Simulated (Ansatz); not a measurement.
```
CELL_PARAMETERS angstrom
0.00000 3.26416 -3.26416
3.26416 -3.26416 0.00000
-3.27308 -3.27308 -3.27308
ATOMIC_POSITIONS crystal
Ag 0.66667 0.33333 0.83333
Ag 0.33333 0.66667 0.66667
Ag 0.00000 0.00000 0.50000
Ag 0.66667 0.33333 0.33333
Ag 0.33333 0.66667 0.16667
Ag 0.00000 0.00000 0.00000
```

Space group Im-3m; a structure from a database of computed crystals, not necessarily the ambient phase.

Method: DFT r2SCAN, scalar-relativistic, plane waves, PAW in Ansatz.

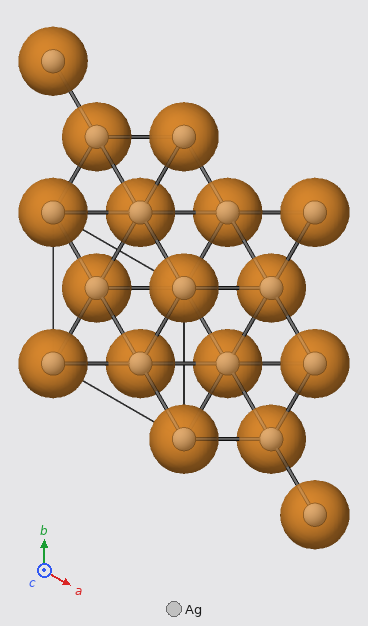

Ag. Isosurface of the valence pseudo-density at 0.5 e/Å³ (orange), seen along the c axis. Sticks mark near contacts.

Core electrons are frozen (PAW), and the valence fields are smoothed inside the atomic spheres.

> Which contacts does the surface bridge?

At this value the density breaks into separate islands; it holds about 85 % of the electrons treated as valence (semicore included). It bridges none of the near contacts. It is pinched off along the sampled Ag–Ag (2.83 Å) contacts. On the grid the lowest density along these lines, outside the cores, is 0.23 e/Å³ (Ag–Ag, 2.83 Å).

> Metal or insulator at this level of theory?

It is gapless in this calculation (a metal or semimetal).
